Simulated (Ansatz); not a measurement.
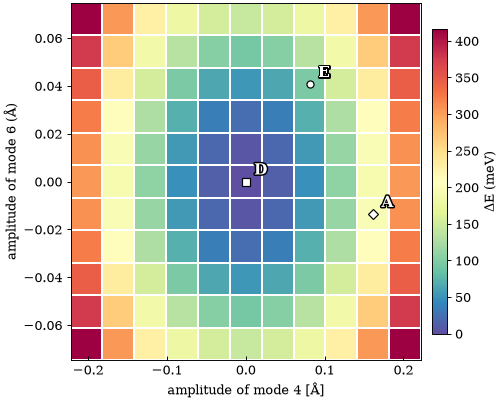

W (Fm-3m, No. 225; 2 atoms in the cell). The energy is mapped over two normal modes frozen in (zone-centre modes of the 2-atom cell of this scan, which folds in the wave vector (0, 1/2, 1/2) of the primitive cell). Coordinates scanned: (1) amplitude of mode 4 (104 cm⁻¹), largest displacement; (2) amplitude of mode 6 (220 cm⁻¹), largest displacement. Nothing is relaxed (the cell and all other modes fixed). The scan uses an 11 × 11 grid; 36 points were computed and 85 follow by symmetry. Points are written as (first, second). All energies are given in meV per cell relative to the lowest grid point. These are results of DFT LDA, scalar-relativistic, plane waves, PAW in Ansatz 0.2.0, not measurements. Settings: cutoff 420 eV, k-mesh 16×16×12 in the order of the run's cell vectors, gaussian smearing 0.15 eV, no spin polarisation.

In the figure: one coloured cell a grid point, lettered points.

Question: Is A the lowest point of the computed grid?

Answer: No. A lies 196 meV above the lowest grid point, which is at (0.000 Å, 0.000 Å).

Question: What kind of point is each of A, D, E: minimum, saddle, maximum or slope?

Answer: A: on a slope; D: minimum; E: on a slope. (In these two coordinates alone; a stationary point may lie a little off the grid point.)

Question: Rank the lettered points by energy, lowest first.

Answer: D (0 meV), E (97 meV), A (196 meV).

PAW datasets: the set soft_1.
